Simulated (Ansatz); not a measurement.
```
Mg Se
1.0
     2.58922   -2.58922    0.00000
     2.58922    2.58922    0.00000
     0.00000    0.00000    5.31473
Mg Se
2 2
Direct
  0.00000 0.00000 0.00000
  0.50000 0.50000 0.50000
  0.50000 0.50000 0.00000
  0.00000 0.00000 0.50000
```

Space group I4/mmm; changed on purpose from its base cell (strain -0.050 along x and y, -0.025 along z, atoms carried along); computed pressure about 14 GPa in this cell.

The calculation used Ansatz 0.2.0, DFT PBE, scalar-relativistic, plane waves, PAW.

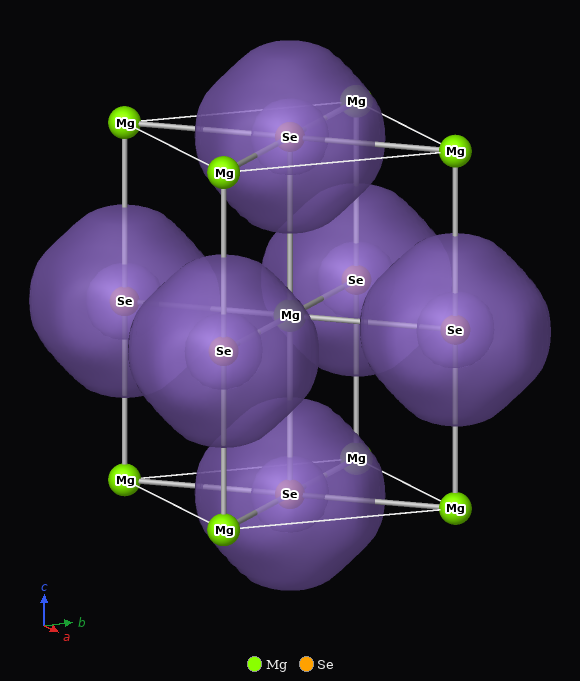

MgSe. Isosurface of the ELF at 0.65 (purple), seen slightly off an axis. Only the valence region is drawn (cores and ρ < 0.01 e/Å³ removed). Sticks mark near contacts.

Core electrons are frozen (PAW), and the valence fields are smoothed inside the atomic spheres.

### Describe the localisation domains.

The surface consists of two regions wrapped around Se (the valence shell of each), counted in one cell of 4 atoms. Any copies at cell faces, edges or corners count once. Profiles from the grid: Mg–Se (2.59 Å): the ELF is about 0.75 at the midpoint: an ionic contact with no shared pair. Mg–Se (2.66 Å): the ELF is about 0.75 at the midpoint; a largely ionic contact.
